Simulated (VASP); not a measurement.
# GaAs(110): relaxation, ionisation energy and affinity

Aim: ionisation energy and electron affinity of GaAs(110), from a slab and a bulk run lined up through core potentials. The crystal is strained by -1 % in the plane, against this functional's own lattice.

Main program and level: VASP 6.6.1; PBE; plane waves and PAW (Ga, As), in the first sound run; inputs show where later runs differ.

Experimental background.

For GaAs, zincblende (commercial semi-insulating (001) wafer, relaxed), “Investigation of Radiation Effect on Structural and Optical Properties of GaAs under High-Energy Electron Irradiation” (2022, pmc:9457441) gives, by high-resolution XRD, reciprocal space mapping: lattice constant a (cubic a from (004) reciprocal space maps; peak position was aligned …) 5.653 Å [Peak position aligned to 66.049 deg for all samples, so the value is effectively fixed by …].

Most raw output is cut from this account.

### 1. The starting structure

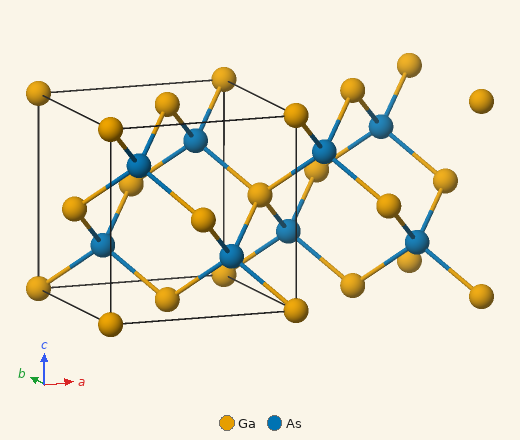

The starting structure, seen slightly off an axis (gallium orange, arsenic blue). 2×1×1 cells are drawn. This picture shows the conventional cell, with its axes. Bonds to atoms that aren't drawn are left out. Some periodic images of atoms are drawn too.

### 2. Relaxing the bulk crystal

The later steps need the crystal at this functional's own lattice; a raised cutoff keeps the stress reliable while the cell changes.

INCAR reads:

```
SYSTEM = GaAs
PREC = Accurate
ENCUT = 350
EDIFF = 1E-06
NELM = 120
ISMEAR = 0
SIGMA = 0.03
LREAL = .FALSE.
ALGO = Normal
GGA = PE
NBANDS = 10
LORBIT = 11
LWAVE = .FALSE.
LCHARG = .FALSE.
KPAR = 4
IBRION = 2
NSW = 40
ISIF = 3
EDIFFG = -0.02
POTIM = 0.4
```

POSCAR reads:

```
GaAs
1.0
    0.0000000000      2.8250000000      2.8250000000
    2.8250000000      0.0000000000      2.8250000000
    2.8250000000      2.8250000000      0.0000000000
Ga As
1 1
Direct
    0.0000000000      0.0000000000      0.0000000000
    0.2500000000      0.2500000000      0.2500000000
```

KPOINTS reads:

```
Automatic mesh
0
Gamma
6 6 6
0 0 0
```

The projector-augmented-wave data sets are Ga and As (PBE family, release 64).

Command:

```
mpirun -np 4 vasp_std
```

Elapsed: 5.2 s, on 4 MPI ranks of AMD EPYC 7R43, shared host; peak memory 0.43 GiB.

The data set Ga keeps the semicore shell frozen, which is cheaper and a little less accurate. The run keeps the 24 symmetry operations of its start, so it cannot find a distortion of lower symmetry.

Relaxation path:

```csv
step,energy less that of the first step (eV),largest force (eV/Å),pressure (GPa),volume (Å³)
1,0.0000,0.0000,4.20,45.09
2,-0.0327,0.0000,-0.56,48.25
3,-0.0335,0.0000,0.01,47.79
```

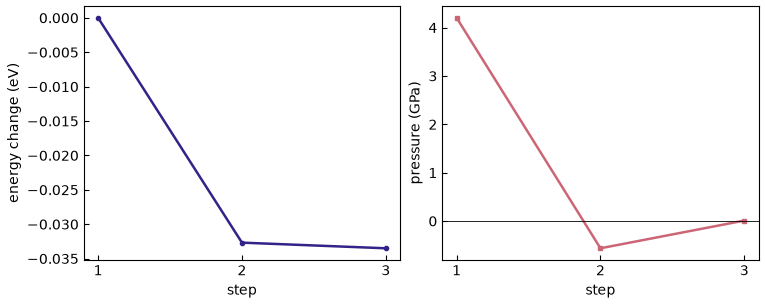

Energy and pressure along the relaxation.

```csv
"conventional cell, symmetrised",before,after,change
a (Å),5.650,5.761,+2.0 %
b (Å),5.650,5.761,+2.0 %
c (Å),5.650,5.761,+2.0 %
volume (Å³/atom),22.55,23.90,+6.0 %
```

Final coordinates:

```xyz
2
Lattice="0.0000 2.8804 2.8804 2.8804 0.0000 2.8804 2.8804 2.8804 0.0000" Properties=species:S:1:pos:R:3 pbc="T T T"
Ga    0.0000    0.0000    0.0000
As    1.4402    1.4402    1.4402
```

This step gave:

```
electronic cycles   : 26
electrons           : 8
free energy (TOTEN) : -8.262 eV
Fermi energy        : 2.386 eV
```

The run ended after 3 ionic steps, 0.034 eV below its first step, once forces and stress met EDIFFG = -0.02.

### 3. Relax the host again, on a new basis

The volume changed by more than 5 %, so the plane waves of the start no longer fit; a second relaxation removes that error.

Edit INCAR of step 2 so:

```diff
@@ -16,3 +16,3 @@
 IBRION = 2
-NSW = 40
+NSW = 30
 ISIF = 3
```

POSCAR reads:

```
GaAs
1.0
    0.0000000000      2.8803663672      2.8803663672
    2.8803663672      0.0000000000      2.8803663672
    2.8803663672      2.8803663672      0.0000000000
Ga As
1 1
Direct
    0.0000000000      0.0000000000      0.0000000000
    0.2500000000      0.2500000000      0.2500000000
```

KPOINTS is that of step 2.

Command:

```
mpirun -np 4 vasp_std
```

It took 5 s on 4 MPI ranks; peak memory 0.45 GiB; 17 s of CPU time.

Little changed from the start: no atom moved by 0.005 Å and no cell edge by 0.1 %.

This step gave:

```
electronic cycles : 12
```

The start already met the threshold, so nothing moved.

### 4. Band edges of the bulk

A static run of the unstrained bulk, for comparison; the line-up uses the strained bulk below.

INCAR reads:

```
SYSTEM = GaAs
PREC = Normal
ENCUT = 320
EDIFF = 1E-06
NELM = 120
ISMEAR = 0
SIGMA = 0.03
LREAL = .FALSE.
ALGO = Normal
GGA = PE
NBANDS = 10
LORBIT = 11
LWAVE = .FALSE.
LCHARG = .FALSE.
KPAR = 4
```

POSCAR is that of step 3.

KPOINTS reads:

```
Automatic mesh
0
Gamma
13 13 13
0 0 0
```

Command:

```
mpirun -np 4 vasp_std
```

It took 6.2 s on 4 MPI ranks; peak memory 0.39 GiB; 21 s of CPU time.

The gap is read on the k-mesh alone, so it is an upper bound where the band edges lie off the mesh.

This step gave:

```
free energy (TOTEN)            : -8.287 eV
Fermi energy                   : 2.378 eV
metallic                       : no
gap on the k-mesh              : 0.1580 eV
least direct gap on the k-mesh : 0.1580 eV
```

### 5. Relax the strained bulk along the normal

This step: PBE; plane waves and PAW (Ga, As); invented cell (VASP 6.6.1).

System of this step: GaAs. The structure is orthorhombic, space group Imm2 (No. 44). Conventional cell: a = 4.033 Å, b = 4.073 Å, c = 5.703 Å, α = 90.00°, β = 90.00°, γ = 90.00°. Ga has 4 As at 2.47 to 2.49 Å nearest. As has 4 Ga at 2.47 to 2.49 Å nearest. Farther neighbours are not listed.

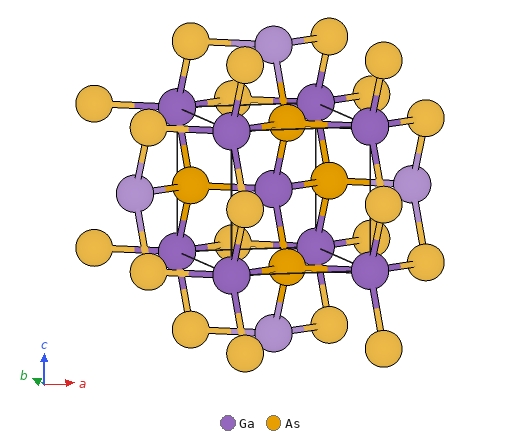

The cell of this step (gallium purple, arsenic orange). Some periodic images of atoms are drawn too.

With the plane strained, the crystal finds a new spacing along the normal.

INCAR reads:

```
SYSTEM = GaAs
PREC = Accurate
ENCUT = 420
EDIFF = 1E-06
NELM = 120
ISMEAR = 0
SIGMA = 0.03
LREAL = .FALSE.
ALGO = Normal
GGA = PE
NBANDS = 14
LORBIT = 11
LWAVE = .FALSE.
LCHARG = .FALSE.
KPAR = 4
IBRION = 2
NSW = 30
ISIF = 3
EDIFFG = -0.01
POTIM = 0.4
LATTICE_CONSTRAINTS = .FALSE. .FALSE. .TRUE.
```

POSCAR reads:

```
GaAs
1.0
    4.0327186493      0.0000000000      0.0000000000
    0.0000000000      5.7031254071      0.0000000000
    0.0000000000      0.0000000000      4.0734531811
Ga As
2 2
Direct
    0.0000000000      0.0000000000      0.0000000000
    0.5000000000      0.5000000000      0.5000000000
    0.0000000000      0.7500000000      0.5000000000
    0.5000000000      0.2500000000      0.0000000000
```

KPOINTS reads:

```
Automatic mesh
0
Gamma
7 5 7
0 0 0
```

Command:

```
mpirun -np 4 vasp_std
```

It took 45 s on 4 MPI ranks; peak memory 0.71 GiB.

The run keeps the 4 symmetry operations of its start, so it cannot find a distortion of lower symmetry.

Step by step:

```csv
step,energy less that of the first step (eV),largest force (eV/Å),pressure (GPa),volume (Å³)
1,0.0000,0.0729,1.36,93.69
2,-0.0014,0.0444,1.13,93.99
3,-0.0019,0.0097,0.87,94.37
4,-0.0019,0.0159,0.91,94.30
5,-0.0019,0.0029,0.94,94.25
```

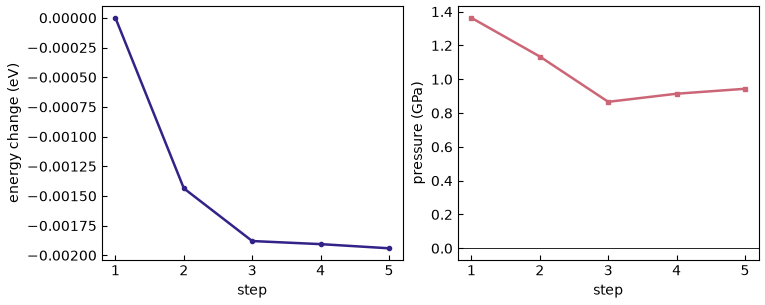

Energy and pressure along the relaxation.

```csv
cell as run,before,after,change
a (Å),4.033,4.033,+0.0 %
b (Å),5.703,5.703,+0.0 %
c (Å),4.073,4.098,+0.6 %
volume (Å³/atom),23.42,23.56,+0.6 %
```

The relaxed structure:

```cif
data_structure
_symmetry_space_group_name_H-M 'P 1'
_symmetry_Int_Tables_number 1
_cell_length_a 4.0327
_cell_length_b 5.7031
_cell_length_c 4.0982
_cell_angle_alpha 90.000
_cell_angle_beta 90.000
_cell_angle_gamma 90.000
_cell_volume 94.25
loop_
_atom_site_label
_atom_site_type_symbol
_atom_site_fract_x
_atom_site_fract_y
_atom_site_fract_z
_atom_site_occupancy
Ga1 Ga 0.00000 0.99886 0.00000 1
Ga2 Ga 0.50000 0.49886 0.50000 1
As3 As 0.00000 0.75114 0.50000 1
As4 As 0.50000 0.25114 0.00000 1
```

This step gave:

| Item | Value |
| --- | --- |
| electronic cycles | 32 |
| electrons | 16 |
| free energy (TOTEN) | -16.56 eV |
| Fermi energy | 2.560 eV |
| gap on the k-mesh | 0.2153 eV |

The run ended after 5 ionic steps, 0.002 eV below its first step, once forces and stress met EDIFFG = -0.01.

No direct gap is given, since this cell folds other wave vectors onto the zone centre.

### 6. Band edges of the strained bulk

The strained bulk gives the band edges and core potentials for the line-up.

INCAR reads:

```
SYSTEM = GaAs
PREC = Normal
ENCUT = 320
EDIFF = 1E-06
NELM = 120
ISMEAR = 0
SIGMA = 0.03
LREAL = .FALSE.
ALGO = Normal
GGA = PE
NBANDS = 14
LORBIT = 11
LWAVE = .FALSE.
LCHARG = .FALSE.
KPAR = 4
```

POSCAR reads:

```
GaAs
1.0
    4.0327186493      0.0000000000      0.0000000000
    0.0000000000      5.7031254071      0.0000000000
    0.0000000000      0.0000000000      4.0981523944
Ga As
2 2
Direct
    0.0000000000      0.9988634799      0.0000000000
    0.5000000000      0.4988634799      0.5000000000
    0.0000000000      0.7511365201      0.5000000000
    0.5000000000      0.2511365201      0.0000000000
```

KPOINTS reads:

```
Automatic mesh
0
Gamma
11 8 11
0 0 0
```

Command:

```
mpirun -np 4 vasp_std
```

Elapsed: 17 s, on 4 MPI ranks; peak memory 0.74 GiB; 63 s of CPU time.

Numbers from this step:

| Property | Result |
| --- | --- |
| electronic cycles | 12 |
| Fermi energy | 2.559 eV |
| gap on the k-mesh | 0.2163 eV |

No direct gap is given, since this cell folds other wave vectors onto the zone centre.

### 7. Surface relaxation

This step: PBE; plane waves and PAW (Ga, As) (VASP 6.6.1).

System of this step: GaAs(110). The cell holds 18 atoms: 9 Ga and 9 As. Cell: a = 4.033 Å, b = 5.703 Å, c = 32.393 Å, α = 90.0°, β = 90.0°, γ = 90.0°. It derives from GaAs. 9 layers, strained by -1 % in the plane. Vacuum lies along c.

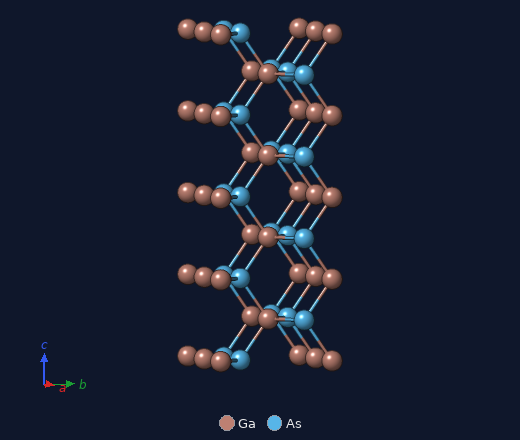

The cell of this step (gallium pink, arsenic blue). 2×1×1 cells are drawn. Some periodic images of atoms are drawn too.

All atoms relax at the fixed cell.

INCAR reads:

```
SYSTEM = GaAs
PREC = Normal
ENCUT = 320
EDIFF = 1E-05
NELM = 120
ISMEAR = 0
SIGMA = 0.03
LREAL = Auto
ALGO = Fast
GGA = PE
NBANDS = 54
LORBIT = 11
LWAVE = .FALSE.
LCHARG = .FALSE.
KPAR = 2
NCORE = 2
IBRION = 2
NSW = 60
ISIF = 2
EDIFFG = -0.03
POTIM = 0.4
MAXMIX = 40
IDIPOL = 3
LDIPOL = .TRUE.
DIPOL = 0.5 0.5 0.5
```

POSCAR reads:

```
GaAs
1.0
    4.0327186493      0.0000000000      0.0000000000
    0.0000000000      5.7031254071      0.0000000000
    0.0000000000      0.0000000000     32.3926095776
Ga As
9 9
Direct
    0.0000000000      0.0000000000      0.2469699100
    0.5000000000      0.5000000000      0.3102274400
    0.0000000000      0.0000000000      0.3734849600
    0.5000000000      0.5000000000      0.4367424800
    0.0000000000      0.0000000000      0.5000000000
    0.5000000000      0.5000000000      0.5632575200
    0.0000000000      0.0000000000      0.6265150400
    0.5000000000      0.5000000000      0.6897725600
    0.0000000000      0.0000000000      0.7530300900
    0.0000000000      0.7500000000      0.3102274400
    0.5000000000      0.2500000000      0.2469699100
    0.0000000000      0.7500000000      0.4367424800
    0.5000000000      0.2500000000      0.3734849600
    0.0000000000      0.7500000000      0.5632575200
    0.5000000000      0.2500000000      0.5000000000
    0.0000000000      0.7500000000      0.6897725600
    0.5000000000      0.2500000000      0.6265150400
    0.5000000000      0.2500000000      0.7530300900
```

KPOINTS reads:

```
Automatic mesh
0
Gamma
6 4 1
0 0 0
```

Command:

```
mpirun -np 4 vasp_std
```

Run time: 7.3 min. Hardware: 4 MPI ranks; peak memory 0.86 GiB; 29 min of CPU time.

Relaxation path:

```csv
step,energy less that of the first step (eV),largest force (eV/Å)
1,0.0000,1.5482
2,-0.3385,1.3134
3,-0.8157,1.0134
4,-1.1146,0.6699
5,-1.2716,0.6242
6,-1.3376,0.2308
7,-1.3377,0.2238
8,-1.3575,0.1611
9,-1.3649,0.1608
10,-1.3772,0.1067
11,-1.3780,0.1246
12,-1.3826,0.0607
13,-1.3826,0.0651
14,-1.3845,0.0602
15,-1.3846,0.0623
16,-1.3861,0.0317
17,-1.3868,0.0352
18,-1.3866,0.0682
19,-1.3870,0.0438
20,-1.3882,0.0256
```

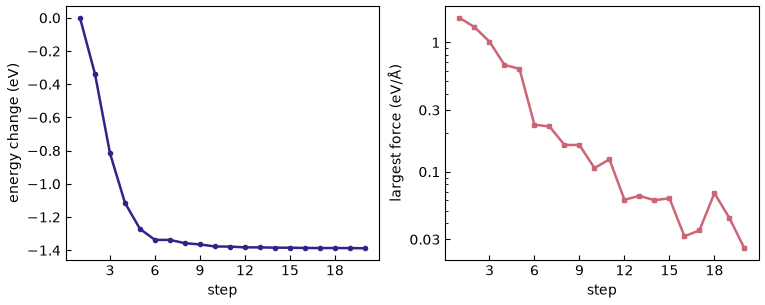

Energy and largest force along the relaxation.

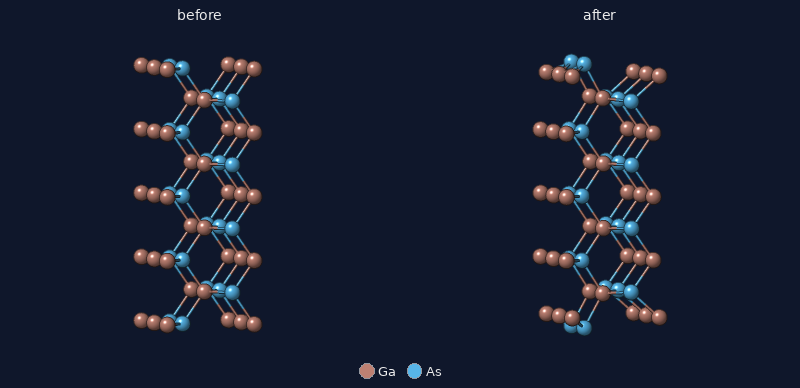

The structure before and after the relaxation, drawn at the same scale.

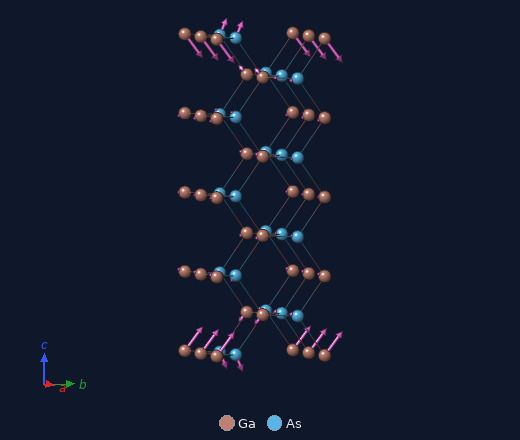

Displacements in the relaxation, exaggerated; the longest in the cell stands for 0.56 Å. 2×1×1 cells are drawn. Some periodic images of atoms are drawn too.

The atoms that moved most (Å):

```csv
atom,dx,dy,dz,length
Ga9,0.000,0.333,-0.444,0.555
Ga1,0.000,0.333,0.444,0.555
As18,0.000,0.116,0.276,0.299
As11,0.000,0.116,-0.276,0.299
Ga2,0.000,-0.106,-0.120,0.160
Ga8,0.000,-0.106,0.120,0.160
As10,0.000,-0.081,0.023,0.084
As16,0.000,-0.081,-0.023,0.084
```

Final coordinates:

```cif
data_structure
_symmetry_space_group_name_H-M 'P 1'
_symmetry_Int_Tables_number 1
_cell_length_a 4.0327
_cell_length_b 5.7031
_cell_length_c 32.3926
_cell_angle_alpha 90.000
_cell_angle_beta 90.000
_cell_angle_gamma 90.000
_cell_volume 745.00
loop_
_atom_site_label
_atom_site_type_symbol
_atom_site_fract_x
_atom_site_fract_y
_atom_site_fract_z
_atom_site_occupancy
Ga1 Ga 0.00000 0.05844 0.26067 1
Ga2 Ga 0.50000 0.48137 0.30653 1
Ga3 Ga 0.00000 0.98924 0.37421 1
Ga4 Ga 0.50000 0.48850 0.43600 1
Ga5 Ga 0.00000 0.99081 0.50000 1
Ga6 Ga 0.50000 0.48850 0.56400 1
Ga7 Ga 0.00000 0.98924 0.62579 1
Ga8 Ga 0.50000 0.48137 0.69347 1
Ga9 Ga 0.00000 0.05844 0.73933 1
As10 As 0.00000 0.73585 0.31095 1
As11 As 0.50000 0.27035 0.23846 1
As12 As 0.00000 0.74091 0.43705 1
As13 As 0.50000 0.24337 0.37213 1
As14 As 0.00000 0.74091 0.56295 1
As15 As 0.50000 0.24315 0.50000 1
As16 As 0.00000 0.73585 0.68905 1
As17 As 0.50000 0.24337 0.62787 1
As18 As 0.50000 0.27035 0.76154 1
```

This step gave:

```yaml
electronic_cycles: 141
electrons: 72
free_energy_toten: -72.8634 eV
fermi_energy: -0.5201 eV
dipole_moment: 0, 0, 0 e·Å
gap_on_the_k_mesh: 0.6829 eV
least_direct_gap_on_the_k_mesh: 0.6829 eV
```

The run ended after 20 ionic steps, 1.388 eV below its first step, once the forces on the free atoms met EDIFFG = -0.03.

(Continued in part 2 of 2.)

[Lines on the potential files, build, host, timing and source positions are cut from VASP's logs without a mark.]

[Logs are printed without paths, hosts, clocks, repeated set-up lines and the standing remarks that a program may print on its own settings, such as how far it seeks lower states.]

[Hosts, paths, dates, database ids (printed as entryN), source tags and the programs' standing remarks are cut or masked in the printed files.]

[Runs that stopped without an error message from VASP are left out.]
